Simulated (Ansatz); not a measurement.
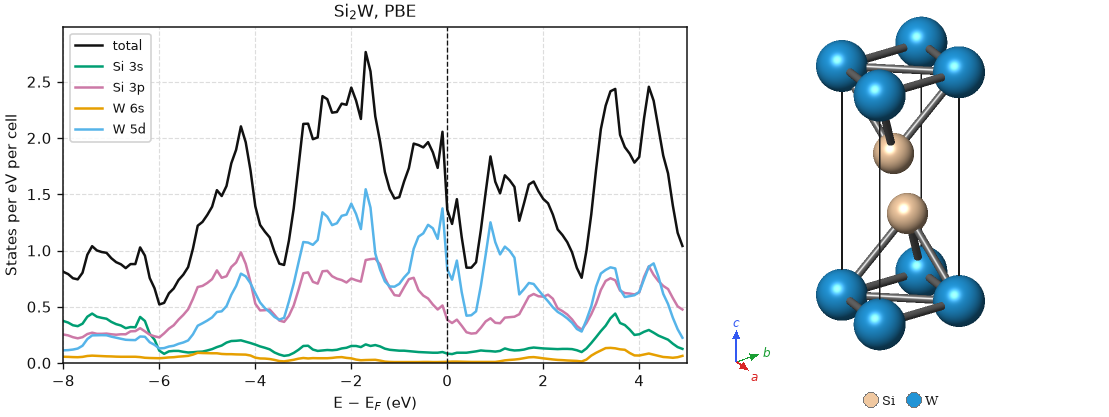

Density of states, beside the structure. Energies are counted from the Fermi level. The partial curves are projected on Löwdin-orthogonalised atomic shells.

Calculation on Si2W, space group P-3m1 (No. 164), 3 atoms in the cell.

Computed with Ansatz 0.2.0: DFT PBE, scalar-relativistic, plane waves, PAW, no spin polarisation, 18×18×8 k mesh, 420 eV cutoff, Gaussian smearing of 0.1 eV.

Q: What is the density of states at the Fermi level?

A: It is a metal. The density of states at the Fermi level is about 1.6 per eV and cell (mean within 0.25 eV), or 0.52 per atom.

Q: What carries the states at the Fermi level?

A: By projected weight, the states within 0.3 eV of the Fermi level are W 5d (65 %) and Si 3p (30 %).

The structure is an invented one, so it need not be a known or stable phase. Spin-orbit coupling is left out, which matters for W.
